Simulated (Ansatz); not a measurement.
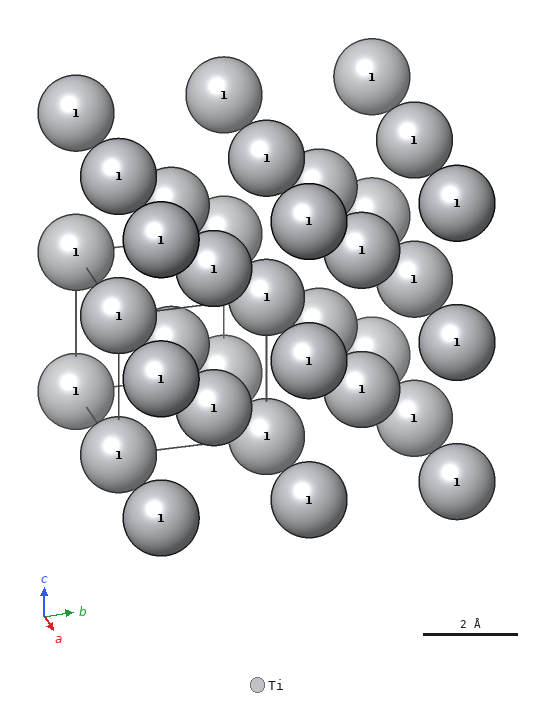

Fig. 1: The structure (spheres-only view of the cell 2 times as large as that of the calculation, set on its symmetry axes, repeated 2 × 2 × 2, seen at an oblique angle; atoms are numbered from 1 in the order of the input).

**Band-structure calculation of Ti**

System: Ti (Im-3m, 1 atom in the cell).
Method: DFT with LDA, PAW plane waves, no spin polarisation (Ansatz 0.2.0).

The structure derives from an entry of the Crystallography Open Database. Figures and captions count atoms from 1; the log counts them from 0 in places.

### Input file
```yaml
crystal:
  lattice:
    - [-1.651458, 1.651458, 1.651458]
    - [1.651458, -1.651458, 1.651458]
    - [1.651458, 1.651458, -1.651458]
  atoms:
    - { symbol: Ti, position: [0.0, 0.0, 0.0] }
  symmetry: { tolerance: 0.0003 }
kpoints:
  mp_grid: { grid: [14, 14, 14], shift: [0, 0, 0] }
  band_path:
    path:
      - [0.0, 0.0, 0.0]
      - [0.5, -0.5, 0.5]
      - [0.0, 0.0, 0.5]
      - [0.0, 0.0, 0.0]
      - [0.25, 0.25, 0.25]
      - [0.5, -0.5, 0.5]
      - [0.25, 0.25, 0.25]
      - [0.0, 0.0, 0.5]
    npoints: 8
magnetization:
  spin_polarized: false
scf:
  occupations: { method: fermi_dirac }
  lower_state_search: "off"
  max_iter: 200
hamiltonian:
  pseudopotentials: { kind: paw }
  xc: lda
basis:
  ecutwfc: 420
  fft_grid_basis: typed
output:
  forces: true
  stress: true
  eigenvalues: true
  bader: true
  populations: true
  elf: true
  write_potential: true
  volumetric_format: npy
  dos:
    e_range: [-12, 8]
    de: 0.05
    projected: { site_lists: { Ti: [Ti] } }
checkpoint:
  read: saved_state
```

Launch command:
```bash
ansatz run input.yaml --threads 1 --pin off --max-ram 2560MiB --backend cpu --events-out ev --progress --plain --runs-dir out
```

### The program's output
```
Engine: ansatz 0.2.0, x86_64-unknown-linux-gnu
Pseudopotentials: kind: paw
Pseudopotential: Ti, paw, valence charge 12, recommended cutoff 420 eV (normal), Ti.paw.azcp
Functional definition: SPW92
  exchange = slater_x
  correlation = pw_c
Crystal: 1 atoms, lattice volume = 18.016 Å³
Basis set: ecut = 420 eV, 369 PW (Γ)
Bands: 10, of which v1, the nominal top of the filled ones, is band 6 counted from 1 (5 counted from 0)
Symmetry: 48 space group operations
Space group: Im-3m (ITA 229), of the structure as read, at distance tolerance 7.9e-4 Å
k-points: 104 of 2744
Non-local potential: Ti, projectors of the file, l = 0: 3, l = 1: 2, l = 2: 3, l = 3: 1
PAW form: soft (Blöchl's): semilocal exchange-correlation on the pseudo side does not see the compensation charge
PAW frozen core: Ti, regenerated for the run's functional, and the local potential with it (the file was generated under x = pbe(κ = 0.804, μ = 0.2195149727645171), c = pbe(β = 0.06672455060314922))
PAW one-centre angular grid: Ti, 590 points (default); XC on 64 Gauss nodes
Initial density: read from a saved state, or passed on in memory by an earlier SCF of this step, an earlier step, the calling program or the single point that the run made first
Initial wavefunctions: pseudopotential atomic-orbital guess
Functional: x = slater, c = lda
iter 1 solved again at ethr=1.97e-7 eV; its pass at ethr=3.10e-3 eV (dr2=2.36e-5 eV) is discarded
SCF iter   1: F=—  HF=-2450.159490 eV  |F-HF|=—  |Δ(HF+E_count)|=         —  Δρ=6.66e-4  dr2=2.89e-5  ethr=1.97e-7  ⟨swp⟩=2.0  Hψ=7909  notcnv=0
preconditioner: auto → none  [metal: Δε(μ)=0.006 eV  Ē_g=3.952 eV  σ=0.100 eV  W_gap=0.01  n_scr=0 (ndim 8)  ℏωp=17.5 eV  f_vac=0.000  D(μ)=2.48/eV (n_scr^D=42)]
SCF iter   2: F=—  HF=-2450.159493 eV  |F-HF|=—  |Δ(HF+E_count)|=   3.43e-6  Δρ=3.25e-4  dr2=3.80e-6  ethr=1.97e-7  ⟨swp⟩=2.2  Hψ=1442  notcnv=0
SCF iter   3: F=—  HF=-2450.159495 eV  |F-HF|=—  |Δ(HF+E_count)|=   1.40e-6  Δρ=1.49e-4  dr2=1.07e-6  ethr=3.16e-8  ⟨swp⟩=2.4  Hψ=1665  notcnv=0
SCF iter   4: F=-2450.159495 eV  HF=-2450.159495 eV  |F-HF|=2.40e-9  |Δ(HF+E_count)|=   4.73e-7  Δρ=1.00e-5  dr2=2.62e-9  ethr=8.33e-10  ⟨swp⟩=5.2  Hψ=5167  notcnv=0
SCF 1 converged in 4 iterations: F = -2450.159495 eV  dr2 = 2.62e-9
  greatest PAW one-centre occupation: 0.999 electrons in one spin orbital (limit 2), on the Ti atom at site 0 (counted from 0), in its partial waves of l = 0
NSCF: frozen V_eff on 57 k-points
SCF converged after 4 iterations
Free energy (F): -2450.159495 eV
Harris-Foulkes:  -2450.159495 eV  (|F-HF|=2.40e-9)
Internal energy: -2450.078467 eV  (E = F + TS)
E sigma→0 (E₀):  -2450.118981 eV
Entropy (-TS):   -0.081028 eV (-81.028 meV/atom)
Fermi energy:    12.255775 eV
--- Per-component energies (eV) ---
  E_band       = -164.745272
  E_kinetic    = 271.425864
  E_local      = -837.589841  (includes V_loc(G=0)·N_el)
  E_nonlocal   = 12.363733
  E_hartree    = 340.788092
  E_xc         = -96.049961
  E_vxc        = -120.840668  (∫ρ·V_xc dr)
  E_paw        = -998.999000  (= ΣΔE_a)
  E_vpaw       = -171.680041  (= ΣTr[D̂ρ^β])
  E_aug_tail   = 0.000110  (compensation charges beyond the density's cutoff)
  E_ewald      = -1142.343416
  E_core_change = 0.325950  (= ΣΔE_core)
  E_smearing   = -0.081028  (= −TS)
  E_closure    = 0.000000  (closes the sum)
  Σ components = -2450.159495   (vs F -2450.159495, Δ=0.00e0)
--- Forces (eV/Å), atoms counted from 1 ---
  atom   1  Ti    -0.00000000     0.00000000     0.00000000
  max |Σ_I F_I| component: 2.88e-32 eV/Å
--- Stress (GPa, compression-positive) ---
      -11.942747       0.000000      -0.000000
        0.000000     -11.942747      -0.000000
       -0.000000      -0.000000     -11.942747
  P = ⅓ Tr σ = -11.9427 GPa (-119.427 kbar)
--- Band table (eV; the first three rows and the last of 104) ---
  k-point 0: bands = ["-43.7276", "-19.9292", "-19.9292", "-19.9292", "6.4638", "13.1783", "13.1783", "13.1783", "14.8780", "14.8780"]
  k-point 1: bands = ["-43.7217", "-19.9610", "-19.9391", "-19.9294", "6.6327", "13.1033", "13.1577", "13.3002", "14.7923", "14.8827"]
  k-point 2: bands = ["-43.7053", "-20.0494", "-19.9667", "-19.9298", "7.1203", "12.8999", "13.0547", "13.6545", "14.6310", "14.9013"]
  k-point 103: bands = ["-43.5238", "-20.3562", "-20.3562", "-20.3562", "10.2729", "10.2729", "16.0015", "16.0015", "16.0015", "20.3460"]
--- Löwdin populations: 1 site ---
  site symbol       q [e]
     0     Ti     11.8739
  spilling = 0.010512 (of n_electrons = 12.000000)
--- Bader charges: 1 site ---
  site symbol  charge [e]  shift [e]
     0     Ti      0.0000     0.0000
  estimated error of the sums over rays = 3.4e-7 e
```

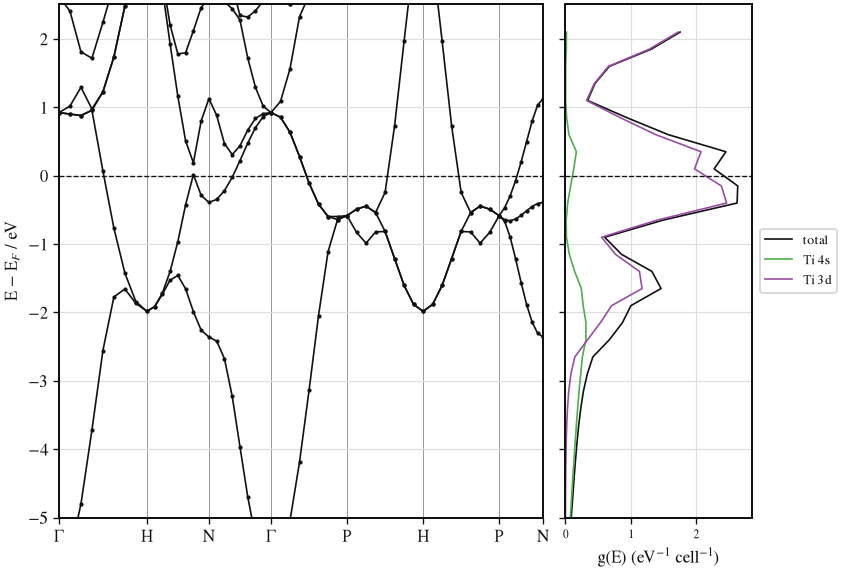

Fig. 2: Band structure along Γ–H–N–Γ–P–H–P–N and density of states (projected on Löwdin-orthogonalised atomic shells), with energies from the Fermi level. Bands cross the Fermi level: a metal at this level of theory.

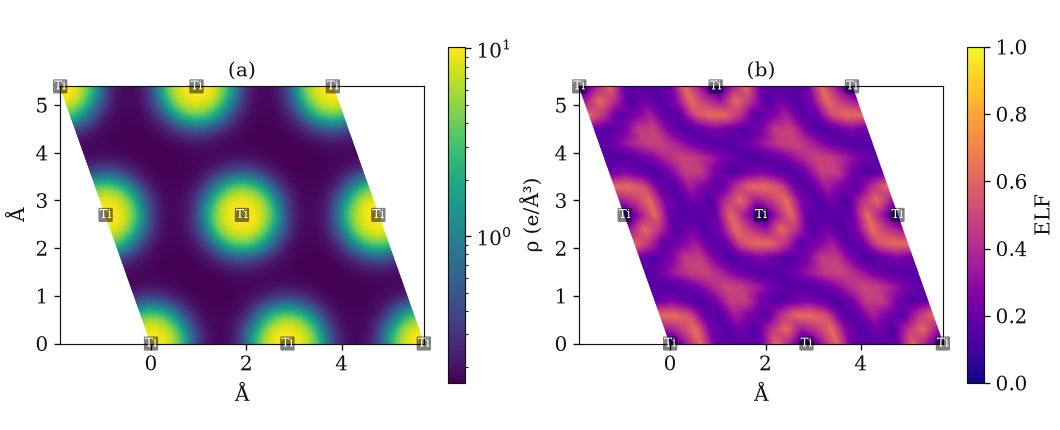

Fig. 3: (a) valence pseudo-density; (b) electron localisation function on the plane of lattice vectors 2 and 3 of the input at fractional height 0.000 along vector 1, 2 × 2 cells, interpolated from points about 0.3 Å apart. The plane passes within 0.2 Å of Ti sites. The density in this plane falls to 0.17 e/Å³ at its lowest. The fields are smooth PAW fields, not the true ones close to the nuclei.

### Summary

```tsv
quantity	value
outcome	converged
space group (tolerance 0.01 Å)	Im-3m (229)
electrons treated	12
free energy	−2450.1595 eV
Fermi energy	12.256 eV
pressure	−11.94 GPa
electronic character	metal
largest force (length of the vector)	under 0.001 eV/Å
hardware	1 thread of an x86-64 CPU, shared host
wall time	4.8 s
peak memory	0.35 GiB
```

The cell is under a tension of 11.9 GPa at this level, so it is not at its equilibrium volume.
